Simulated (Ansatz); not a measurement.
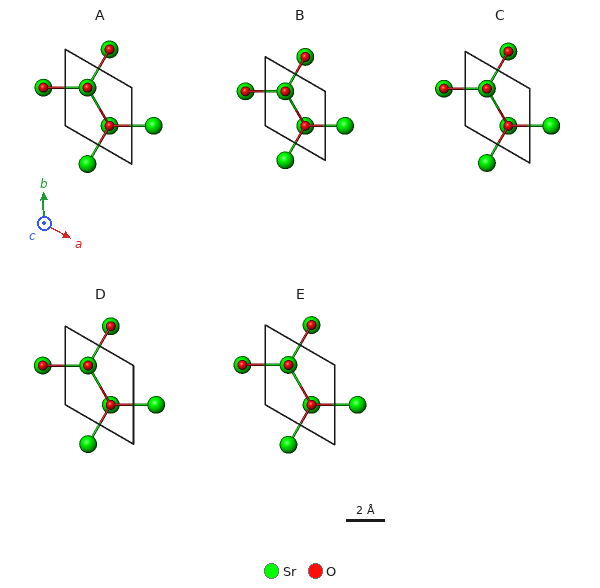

5 geometries from one relaxation of a crystal of SrO (built on the BeO-186 type type), in shuffled order. The picture is a ball-and-stick view of the cell of the calculation, seen along the c axis.

These are results of DFT, PBEsol, plane waves, PAW (Ansatz), not measurements. Set-up: plane-wave cutoff 420 eV; k-point mesh 6 × 6 × 4; occupations fermi dirac; smearing width 0.03 eV; no spin polarisation; cell and atoms relaxed; force threshold 0.01 eV/Å; at most 120 steps.

**Put them in the order of the run, from the start to the converged end.**

B, C, A, D, E. They are steps 0, 2, 4, 6, 16, at +298 meV per atom, +88.7 meV per atom, +81.2 meV per atom, +60.8 meV per atom relative to the last. The energy falls by 298 meV per atom in 13 accepted moves (16 points after the start). Largest force component: 0.12 eV/Å at the start, under 0.0001 eV/Å at the end. The pressure goes from 21.34 to 0.00 GPa. At 3 points the geometry stayed and the basis and grid were re-selected for the new cell (energy shift of 35.3 meV per atom at most each time). The largest moves relative to the cell, 0.31 Å, are those of Sr and O atoms. By element the largest moves are Sr 0.31 Å, O 0.31 Å. Cell: a = b 3.661 → 4.235 Å (+15.7 %), c 5.946 → 5.110 Å (−14.1 %). Volume +15.0 %. Near-neighbour distances that change, for instance: O–Sr 3.703 → 2.555 Å, O–Sr 2.243 → 2.555 Å, O–Sr 2.236 → 2.445 Å, Sr–Sr 3.647 → 3.536 Å. New bonds form: O–Sr (3.70 → 2.55 Å). Among the angles between lasting bonds that change: O–Sr–O 109.1° → 90.0°, Sr–O–Sr 109.1° → 90.0°, Sr–O–Sr 109.9° → 120.0°. The space group (tolerance 0.01 Å) goes from P6_3mc (No. 186) to P6_3/mmc (No. 194). Cost: 26 s on 2 threads of Arm Neoverse V2, with other jobs on the host, peak memory 0.36 GiB.
